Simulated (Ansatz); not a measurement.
**Phonon calculation, with input and output: Ag (part 2 of 2)**

Continued. System: Ag (Fm-3m, 1 atom in the cell). Method: DFT, PBEsol, all-electron LAPW, scalar-relativistic; harmonic phonons by finite displacements, no spin polarisation (Ansatz 0.2.0); 20×20×20 k-mesh, Fermi–Dirac smearing of 0.1 eV. The structure derives from an entry of the Crystallography Open Database. Its volume is 0.97 times that of the source entry. It belongs to a series of runs on one base structure; here: volume scaled by 0.970.

Geometry of the input (Å; fractional positions):
```
0.0000  2.0066  2.0066
2.0066  0.0000  2.0066
2.0066  2.0066  0.0000
Ag 0.0000  0.0000  0.0000
```

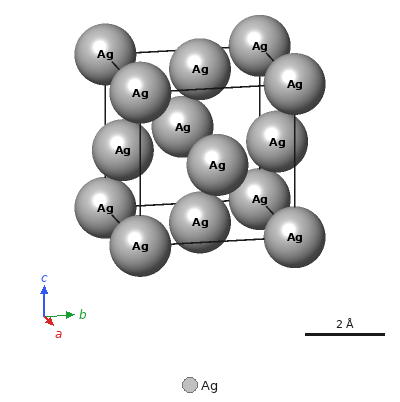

Fig. 1: The structure (spheres-only view of the cell 4 times as large as that of the calculation, set on its symmetry axes, seen slightly off an axis). An atom can appear more than once, as a periodic image.

Log, continued
```
SCF iter   1: F=—  HF=-578353.250084 eV  |F-HF|=—  |Δ(HF+E_count)|=         —  Δρ=2.79e-2  dr2=3.08e-1  ethr=2.65e-4  ⟨swp⟩=3.0  Hψ=87956  notcnv=0
preconditioner: auto → Kerker (q_TF=auto, 3.008 Å⁻¹)  [metal: Δε(μ)=0.021 eV  Ē_g=16.126 eV  σ=0.100 eV  W_gap=0.05  n_scr=30 (ndim 8)  ℏωp=30.6 eV  f_vac=0.003  D(μ)=1.07/eV (n_scr^D=2)]
iter 2 solved again at ethr=1.37e-5 eV; its pass at ethr=2.65e-4 eV (dr2=1.59e-2 eV) is discarded
SCF iter   2: F=—  HF=-578352.255723 eV  |F-HF|=—  |Δ(HF+E_count)|=   9.94e-1  Δρ=5.02e-3  dr2=1.59e-2  ethr=1.37e-5  ⟨swp⟩=2.0  Hψ=69285  notcnv=0
SCF iter   3: F=—  HF=-578352.055006 eV  |F-HF|=—  |Δ(HF+E_count)|=   2.01e-1  Δρ=7.98e-3  dr2=3.48e-2  ethr=1.37e-5  ⟨swp⟩=2.1  Hψ=38565  notcnv=0
SCF iter   4: F=—  HF=-578352.042470 eV  |F-HF|=—  |Δ(HF+E_count)|=   1.25e-2  Δρ=3.49e-3  dr2=8.42e-3  ethr=1.37e-5  ⟨swp⟩=2.0  Hψ=34902  notcnv=0
SCF iter   5: F=—  HF=-578352.043443 eV  |F-HF|=—  |Δ(HF+E_count)|=   9.73e-4  Δρ=7.75e-4  dr2=4.08e-4  ethr=7.26e-6  ⟨swp⟩=2.0  Hψ=37688  notcnv=0
SCF iter   6: F=—  HF=-578352.043455 eV  |F-HF|=—  |Δ(HF+E_count)|=   1.23e-5  Δρ=1.80e-4  dr2=1.25e-5  ethr=3.52e-7  ⟨swp⟩=2.0  Hψ=38525  notcnv=0
SCF iter   7: F=—  HF=-578352.043458 eV  |F-HF|=—  |Δ(HF+E_count)|=   2.43e-6  Δρ=3.07e-5  dr2=5.02e-7  ethr=1.08e-8  ⟨swp⟩=2.0  Hψ=38525  notcnv=0
SCF iter   8: F=—  HF=-578352.043457 eV  |F-HF|=—  |Δ(HF+E_count)|=   1.99e-7  Δρ=6.68e-6  dr2=2.48e-8  ethr=4.33e-10  ⟨swp⟩=2.0  Hψ=38540  notcnv=0
SCF iter   9: F=-578352.043457 eV  HF=-578352.043457 eV  |F-HF|=2.33e-10  |Δ(HF+E_count)|=   8.15e-9  Δρ=1.32e-6  dr2=9.43e-10  ethr=2.14e-11  ⟨swp⟩=2.0  Hψ=38525  notcnv=0
SCF 11 converged in 9 iterations: F = -578352.043457 eV  dr2 = 9.43e-10
k-points: 308 of 2000 (time reversal used)
iter 1 solved again at ethr=1.72e-7 eV; its pass at ethr=1.00e-1 eV (dr2=1.99e-4 eV) is discarded
SCF iter   1: F=—  HF=-578352.043200 eV  |F-HF|=—  |Δ(HF+E_count)|=         —  Δρ=3.38e-4  dr2=1.99e-4  ethr=1.72e-7  ⟨swp⟩=5.1  Hψ=178386  notcnv=0
preconditioner: auto → Kerker (q_TF=auto, 3.008 Å⁻¹)  [metal: Δε(μ)=0.029 eV  Ē_g=16.713 eV  σ=0.100 eV  W_gap=0.07  n_scr=30 (ndim 8)  ℏωp=30.6 eV  f_vac=0.000  D(μ)=0.89/eV (n_scr^D=2)]
SCF iter   2: F=—  HF=-578352.043158 eV  |F-HF|=—  |Δ(HF+E_count)|=   4.22e-5  Δρ=2.25e-4  dr2=9.06e-5  ethr=1.71e-7  ⟨swp⟩=2.0  Hψ=64836  notcnv=0
SCF iter   3: F=—  HF=-578352.043134 eV  |F-HF|=—  |Δ(HF+E_count)|=   2.37e-5  Δρ=9.48e-5  dr2=1.64e-5  ethr=7.81e-8  ⟨swp⟩=2.0  Hψ=64836  notcnv=0
iter 4 solved again at ethr=5.88e-11 eV; its pass at ethr=1.42e-8 eV (dr2=6.82e-8 eV) is discarded
SCF iter   4: F=—  HF=-578352.043129 eV  |F-HF|=—  |Δ(HF+E_count)|=   4.73e-6  Δρ=1.26e-5  dr2=6.87e-8  ethr=5.88e-11  ⟨swp⟩=2.1  Hψ=111267  notcnv=0
SCF iter   5: F=—  HF=-578352.043129 eV  |F-HF|=—  |Δ(HF+E_count)|=   2.32e-7  Δρ=5.00e-6  dr2=1.85e-8  ethr=5.88e-11  ⟨swp⟩=2.8  Hψ=65566  notcnv=0
SCF iter   6: F=—  HF=-578352.043129 eV  |F-HF|=—  |Δ(HF+E_count)|=   3.19e-8  Δρ=3.56e-6  dr2=5.92e-9  ethr=1.60e-11  ⟨swp⟩=2.0  Hψ=64836  notcnv=0
SCF iter   7: F=—  HF=-578352.043129 eV  |F-HF|=—  |Δ(HF+E_count)|=  6.98e-10  Δρ=1.53e-6  dr2=1.30e-9  ethr=1.58e-11 (applied; sched 5.10e-12)  ⟨swp⟩=2.0  Hψ=64836  notcnv=0
SCF iter   8: F=—  HF=-578352.043129 eV  |F-HF|=—  |Δ(HF+E_count)|=   1.86e-9  Δρ=6.51e-7  dr2=2.83e-10  ethr=1.58e-11 (applied; sched 1.12e-12)  ⟨swp⟩=2.0  Hψ=64836  notcnv=0
SCF iter   9: F=-578352.043129 eV  HF=-578352.043129 eV  |F-HF|=0.00e0  |Δ(HF+E_count)|=   1.86e-9  Δρ=2.40e-7  dr2=2.93e-11  ethr=1.58e-11 (applied; sched 1.00e-12)  ⟨swp⟩=2.0  Hψ=64836  notcnv=0
SCF 12 converged in 9 iterations: F = -578352.043129 eV  dr2 = 2.93e-11
Symmetry: 8 space group operations
k-points: 183 of 2000 (time reversal used)
iter 1 solved again at ethr=2.47e-7 eV; its pass at ethr=1.00e-1 eV (dr2=2.87e-4 eV) is discarded
SCF iter   1: F=—  HF=-578352.043223 eV  |F-HF|=—  |Δ(HF+E_count)|=         —  Δρ=3.68e-4  dr2=2.86e-4  ethr=2.47e-7  ⟨swp⟩=5.1  Hψ=104564  notcnv=0
preconditioner: auto → Kerker (q_TF=auto, 3.008 Å⁻¹)  [metal: Δε(μ)=0.031 eV  Ē_g=16.713 eV  σ=0.100 eV  W_gap=0.08  n_scr=30 (ndim 8)  ℏωp=30.6 eV  f_vac=0.000  D(μ)=0.89/eV (n_scr^D=2)]
SCF iter   2: F=—  HF=-578352.043168 eV  |F-HF|=—  |Δ(HF+E_count)|=   5.50e-5  Δρ=2.45e-4  dr2=1.30e-4  ethr=2.46e-7  ⟨swp⟩=2.0  Hψ=38525  notcnv=0
SCF iter   3: F=—  HF=-578352.043135 eV  |F-HF|=—  |Δ(HF+E_count)|=   3.32e-5  Δρ=1.07e-4  dr2=2.50e-5  ethr=1.12e-7  ⟨swp⟩=2.0  Hψ=38525  notcnv=0
iter 4 solved again at ethr=1.83e-10 eV; its pass at ethr=2.16e-8 eV (dr2=2.12e-7 eV) is discarded
SCF iter   4: F=—  HF=-578352.043129 eV  |F-HF|=—  |Δ(HF+E_count)|=   5.85e-6  Δρ=1.69e-5  dr2=2.14e-7  ethr=1.83e-10  ⟨swp⟩=2.0  Hψ=66071  notcnv=0
SCF iter   5: F=—  HF=-578352.043128 eV  |F-HF|=—  |Δ(HF+E_count)|=   3.41e-7  Δρ=7.08e-6  dr2=4.41e-8  ethr=1.83e-10  ⟨swp⟩=2.0  Hψ=38525  notcnv=0
SCF iter   6: F=—  HF=-578352.043128 eV  |F-HF|=—  |Δ(HF+E_count)|=   3.24e-8  Δρ=5.37e-6  dr2=2.50e-8  ethr=3.80e-11  ⟨swp⟩=2.0  Hψ=38525  notcnv=0
SCF iter   7: F=—  HF=-578352.043128 eV  |F-HF|=—  |Δ(HF+E_count)|=   3.61e-9  Δρ=2.45e-6  dr2=6.24e-9  ethr=2.15e-11  ⟨swp⟩=2.0  Hψ=38525  notcnv=0
SCF iter   8: F=—  HF=-578352.043128 eV  |F-HF|=—  |Δ(HF+E_count)|=  2.33e-10  Δρ=1.03e-6  dr2=1.28e-9  ethr=1.58e-11 (applied; sched 5.38e-12)  ⟨swp⟩=2.0  Hψ=38525  notcnv=0
SCF iter   9: F=-578352.043128 eV  HF=-578352.043128 eV  |F-HF|=5.82e-10  |Δ(HF+E_count)|=   1.16e-9  Δρ=4.98e-7  dr2=1.62e-10  ethr=1.58e-11 (applied; sched 1.10e-12)  ⟨swp⟩=2.0  Hψ=38525  notcnv=0
SCF 13 converged in 9 iterations: F = -578352.043128 eV  dr2 = 1.62e-10
SCF converged after 9 iterations
Free energy (F): -578352.043457 eV
Harris-Foulkes:  -578352.043457 eV  (|F-HF|=4.66e-10)
Internal energy: -578352.013719 eV  (E = F + TS)
E sigma→0 (E₀):  -578352.028588 eV
Entropy (-TS):   -0.029738 eV (-7.434 meV/atom)
Fermi energy:    19.941585 eV
--- Per-component energies (eV) ---
  E_band       = -14166.540491
  E_kinetic    = 604662.453276
  E_xc         = -15990.646040
  E_electrostatic = -1167023.820955  (all electrons and nuclei)
  E_smearing   = -0.029738  (= −TS)
  E_closure    = 0.000000  (closes the sum)
  E_atoms      = -578338.837880  (free atoms, spherical and without spin; not in F)
  Σ components = -578352.043457   (vs F -578352.043457, Δ=0.00e0)
  Basis errors (estimates in eV, not in F): energy 2.2e-4 per atom: plane waves 2.2e-4 (1.1e-4 summed), levels above the bands 5.4e-81, relativity 2.2e-8, radial functions 7.3e-6, core shells 1.9e-8; eigenvalues (radial functions only) 7.3e-6; not estimated: angular momenta, meshes, grids; target (lapw.basis_error) 1.0e-3; muffin-tin radii Ag 1.376 Å
--- Forces (eV/Å), atoms counted from 1 ---
  atom   1  Ag     0.00000000     0.00000000     0.00000000
  atom   2  Ag    -0.00000000    -0.00000000    -0.00000000
  atom   3  Ag     0.00000000     0.00000000     0.00000000
  atom   4  Ag    -0.00000000    -0.00000000    -0.00000000
  max |Σ_I F_I| component: 3.05e-27 eV/Å
--- Band table (eV; the first three rows and the last of 531) ---
  k-point 0: bands = ["-335.4590", "-335.4590", "-335.4590", "-335.4590", "-335.4590", "-335.4590", "-335.4590", "-335.4590", "-335.4590", "-335.4590", "-335.4590", "-335.4590", "-335.4527", "-335.4527", "-335.4527", "-335.4527", "-335.4527", "-335.4527", "-335.4527", "-335.4527", "-72.0540", "-72.0313", "-72.0275", "-72.0275", "-35.6493", "-35.6155", "-35.6155", "-35.5289", "-35.5289", "-35.4998", "-35.4998", "-35.4760", "-35.4760", "-35.4454", "-35.4454", "-35.4454", "11.6904", "13.2018", "13.7217", "13.7217", "14.3385", "14.3385", "14.9579", "14.9579", "14.9839", "14.9839", "14.9839", "15.4777", "15.4777", "15.9071", "15.9071", "16.1399", "16.1399", "17.0219", "17.0219", "17.0856", "17.0856", "19.3194", "20.9964", "20.9964", "23.8403", "26.2770", "26.2770", "31.5060", "31.5060", "33.9158", "33.9158", "35.1373", "35.8562", "36.9520", "36.9520", "38.2055", "38.2055", "39.7399", "39.7399", "39.7399"]
  k-point 1: bands = ["-335.4590", "-335.4590", "-335.4590", "-335.4590", "-335.4590", "-335.4590", "-335.4590", "-335.4590", "-335.4590", "-335.4590", "-335.4590", "-335.4590", "-335.4527", "-335.4527", "-335.4527", "-335.4527", "-335.4527", "-335.4527", "-335.4527", "-335.4527", "-72.0520", "-72.0325", "-72.0304", "-72.0255", "-35.6425", "-35.6052", "-35.5966", "-35.5621", "-35.5008", "-35.4993", "-35.4913", "-35.4900", "-35.4790", "-35.4611", "-35.4498", "-35.4486", "11.9878", "13.3913", "13.7497", "13.7995", "14.3804", "14.4819", "14.8425", "14.8809", "15.0834", "15.0870", "15.1101", "15.2699", "15.4071", "15.7315", "16.0420", "16.0764", "16.1724", "16.4229", "16.8819", "16.9626", "16.9627", "18.3713", "20.1540", "23.8433", "23.9709", "24.5426", "28.8177", "28.8920", "34.0355", "34.3732", "34.7217", "34.7726", "35.9659", "36.7593", "36.9908", "37.2008", "37.5579", "38.1592", "39.3718", "39.8369"]
  k-point 2: bands = ["-335.4590", "-335.4590", "-335.4590", "-335.4590", "-335.4590", "-335.4590", "-335.4590", "-335.4590", "-335.4590", "-335.4590", "-335.4590", "-335.4590", "-335.4527", "-335.4527", "-335.4527", "-335.4527", "-335.4527", "-335.4527", "-335.4527", "-335.4527", "-72.0466", "-72.0394", "-72.0282", "-72.0261", "-35.6234", "-35.5951", "-35.5707", "-35.5539", "-35.5264", "-35.5025", "-35.4953", "-35.4866", "-35.4773", "-35.4755", "-35.4618", "-35.4586", "12.7862", "13.6101", "13.8296", "13.9552", "14.4935", "14.5917", "14.6149", "14.6408", "15.1530", "15.2098", "15.3055", "15.3284", "15.5188", "15.5568", "15.5754", "15.9161", "15.9918", "16.3112", "16.5920", "16.6170", "16.6836", "16.8113", "21.5601", "22.7960", "24.5712", "25.8714", "28.3733", "31.8423", "31.8629", "34.7991", "34.9240", "36.2373", "36.2830", "36.2845", "36.6220", "36.7415", "36.9468", "38.0944", "38.5177", "39.7930"]
  k-point 530: bands = ["-335.4590", "-335.4590", "-335.4590", "-335.4590", "-335.4590", "-335.4590", "-335.4590", "-335.4590", "-335.4590", "-335.4590", "-335.4590", "-335.4590", "-335.4527", "-335.4527", "-335.4527", "-335.4527", "-335.4527", "-335.4527", "-335.4527", "-335.4527", "-72.0306", "-72.0297", "-72.0253", "-72.0245", "-35.6382", "-35.6315", "-35.6242", "-35.6231", "-35.5385", "-35.5270", "-35.5176", "-35.5171", "-35.4981", "-35.4957", "-35.4828", "-35.4823", "13.3966", "13.4446", "13.5140", "13.5342", "13.5401", "13.6604", "14.7528", "14.7833", "15.2333", "15.2636", "15.9297", "16.0936", "16.2891", "16.4907", "16.6697", "16.8253", "16.9879", "16.9942", "17.1096", "17.1466", "19.8062", "20.6482", "20.8351", "22.0519", "24.0108", "25.0938", "27.8472", "28.5761", "28.7582", "29.9049", "31.1518", "31.3555", "34.4727", "34.6967", "35.6795", "35.6994", "37.5436", "37.6814", "37.9440", "37.9988"]
--- Phonons: 8 displaced members + 5 references (amplitude of the first 0.01 Å, Σ member SCF iterations 72) ---
  ASR residual: 3.546e-5 → 0.000e0 eV/Å²; symmetrization residual: 5.664e-4 eV/Å²
  largest component of a force at the reference: 1.6e-27 eV/Å
  ASR residual per site (eV/Å²): 3.55e-5
  Γ frequencies (cm⁻¹): 0.00 0.00 0.00
--- Phonons (by wavevector): 8 wavevectors in 5 supercells ---
  supercell 1 (4 cells, vectors [1, 0, 0], [0, 2, -1], [0, -4, 4] in multiples of the cell's): 2 displaced members by 0.01 Å; free energy -578352.043457 eV; taken off its force constants: by the sum rule 2.0e-5, by the symmetrisation 5.7e-4 eV/Å²
  symmetry images taken by strict's conditions (phonons.symmetry_images: auto; settled by no image being taken that strict refuses)
  supercell 2 (4 cells, vectors [1, 0, 0], [-1, 1, 1], [0, 0, 4] in multiples of the cell's): 2 displaced members by 0.01 Å; free energy -578352.043457 eV; taken off its force constants: by the sum rule 3.5e-5, by the symmetrisation 1.8e-15 eV/Å²; Γ matrix within 4.4e-16 eV/Å² of supercell 1's
  symmetry images taken by strict's conditions (phonons.symmetry_images: auto; settled by no image being taken that strict refuses)
  supercell 3 (4 cells, vectors [1, 0, 0], [0, 1, 0], [0, 0, 4] in multiples of the cell's): 1 displaced member by 0.01 Å; free energy -578352.043457 eV; taken off its force constants: by the sum rule 5.4e-6, by the symmetrisation 1.8e-15 eV/Å²; Γ matrix within 2.2e-16 eV/Å² of supercell 1's
  symmetry images taken by strict's conditions (phonons.symmetry_images: auto; settled by no image being taken that strict refuses)
  supercell 4 (4 cells, vectors [1, 0, 0], [0, 1, -1], [0, 0, 4] in multiples of the cell's): 1 displaced member by 0.01 Å; free energy -578352.043457 eV; taken off its force constants: by the sum rule 1.9e-5, by the symmetrisation 1.3e-15 eV/Å²; Γ matrix within 3.7e-16 eV/Å² of supercell 1's
  symmetry images taken by strict's conditions (phonons.symmetry_images: auto; settled by no image being taken that strict refuses)
  supercell 5 (4 cells, vectors [0, 1, -2], [-1, 1, 1], [0, 0, 4] in multiples of the cell's): 2 displaced members by 0.01 Å; free energy -578352.043457 eV; taken off its force constants: by the sum rule 1.9e-5, by the symmetrisation 3.6e-15 eV/Å²; Γ matrix within 7.4e-17 eV/Å² of supercell 1's
  symmetry images taken by strict's conditions (phonons.symmetry_images: auto; settled by no image being taken that strict refuses)
  q = [0.0000, 0.0000, 0.0000] (star 1, supercell 1; hermiticity 0.00e0, symmetrization 3.16e-17): -0.00 -0.00 -0.00
  q = [0.0000, 0.0000, 0.2500] (star 8, supercell 3; hermiticity 0.00e0, symmetrization 6.46e-16): 57.59 57.59 140.19
  q = [0.0000, 0.0000, -0.5000] (star 4, supercell 1; hermiticity 2.82e-16, symmetrization 1.99e-4): 83.56 83.56 193.30
  q = [0.0000, 0.2500, 0.2500] (star 6, supercell 4; hermiticity 7.13e-52, symmetrization 2.37e-16): 88.48 88.48 140.47
  q = [0.0000, 0.2500, -0.5000] (star 24, supercell 1; hermiticity 3.79e-16, symmetrization 2.53e-16): 105.69 125.87 178.19
  q = [0.0000, 0.2500, -0.2500] (star 12, supercell 2; hermiticity 7.48e-17, symmetrization 5.22e-16): 82.38 127.47 166.61
  q = [0.0000, -0.5000, -0.5000] (star 3, supercell 2; hermiticity 5.42e-16, symmetrization 1.06e-6): 126.00 126.00 190.15
  q = [0.2500, -0.5000, -0.2500] (star 6, supercell 5; hermiticity 1.35e-16, symmetrization 5.40e-16): 122.86 158.74 158.74
  joined force constants: q→R imaginary residual 0.00e0
  density of states and harmonic sums: on the 28×28×28 q-mesh, interpolated from the force constants of a 4×4×4 supercell (no non-analytic term)
  largest difference from the sums on the solved wave vectors: F 1.22e-2 eV, S 1.62e-5 and C_V 4.03e-6 eV/K
  zero-point energy: 0.023055 eV/cell   skipped modes (ω ≤ 0): 3   left out of the sums: 4.56e-5 of the cell's modes: C_V's classical limit lies that fraction below 3 k_B per atom; for a crystal, a wire or a layer, F and S can be off by more, and a phonons.interpolated_qmesh denser along its periods is the remedy for the sampling
```

File phthermo.tsv
```
# format = ansatz-phthermo/1
# interpolated_qmesh = 28 28 28
# force_constants_supercell = 4 4 4
# non_analytic_term = not included (the non-analytic LO-TO correction is not applied to the interpolated dynamical matrix; polar crystals: no LO-TO splitting at GAMMA, and LO and other optical branches, acoustic branches and sound speeds, and with them the density of states and the thermodynamics, can be off between the wave vectors that the force constants were sampled on, most near GAMMA; a larger extent of the force constants narrows that region and is not shown to mend the acoustic slopes)
# zero_point_energy_ev = 2.3055482087e-2
# n_skipped_modes = 3
# share_of_modes_left_out = 4.5553935860e-5
# rigid_motions_known_by = geometry
# t_k	f_vib_ev	s_ev_per_k	c_v_ev_per_k
0.0000	2.3055482087e-2	0.0000000000e0	0.0000000000e0
100.0000	1.7063247165e-2	1.5805105028e-4	1.9755158085e-4
200.0000	-7.1107502498e-3	3.1254810638e-4	2.4070776807e-4
300.0000	-4.3659483923e-2	4.1234202688e-4	2.5034625877e-4
400.0000	-8.8687706994e-2	4.8491483385e-4	2.5386579772e-4
500.0000	-1.4012408063e-1	5.4176147328e-4	2.5552163665e-4
600.0000	-1.9670346594e-1	5.8843616624e-4	2.5642833887e-4
700.0000	-2.5757584800e-1	6.2800924609e-4	2.5697753517e-4
800.0000	-3.2213155027e-1	6.6234873216e-4	2.5733498976e-4
900.0000	-3.8991217644e-1	6.9267345148e-4	2.5758051812e-4
1000.0000	-4.6056061958e-1	7.1982185518e-4	2.5775637251e-4
```

Results in brief

| quantity | value |
| --- | --- |
| outcome | converged |
| space group (tolerance 0.01 Å) | Fm-3m (225) |
| electrons in bands (core shells apart) | 116 |
| free energy | −578352.0435 eV |
| Fermi energy | 19.942 eV |
| largest force (length of the vector) | under 0.001 eV/Å |
| wall time | 50 min (CPU time 1.7 h) |
| peak memory | 8.5 GiB |
